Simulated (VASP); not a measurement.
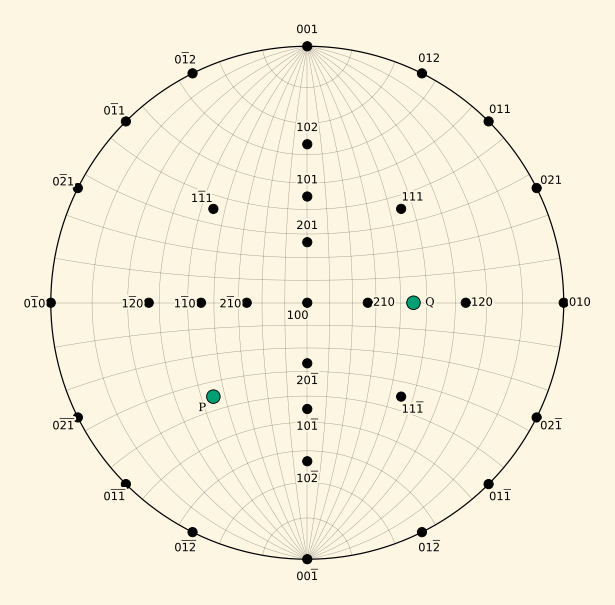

Crystal: InP, the end point of a relaxation with VASP Kohn-Sham DFT of a periodic cell, PW91, VASP PAW PBE potentials, recommended (VASP). Stereographic projection of plane normals (upper hemisphere) centred on (1 0 0). Geometry calculated from the standardised cell; symmetry tolerance 0.002 Å.

a = 5.957 Å, b = 5.957 Å, c = 5.957 Å, α = 90.00°, β = 90.00°, γ = 90.00°.

Question: Index the poles marked P, Q.

Answer: P is (1 −1 −1), 54.7° from the centre; Q is (1 1 0), 45.0° from the centre.

Question: What is the angle between the normals of (0 2 1) and (1 −1 1), and what are their d_hkl = 1/|g|?

Answer: 105.0°; d = 2.664 Å and 3.440 Å.
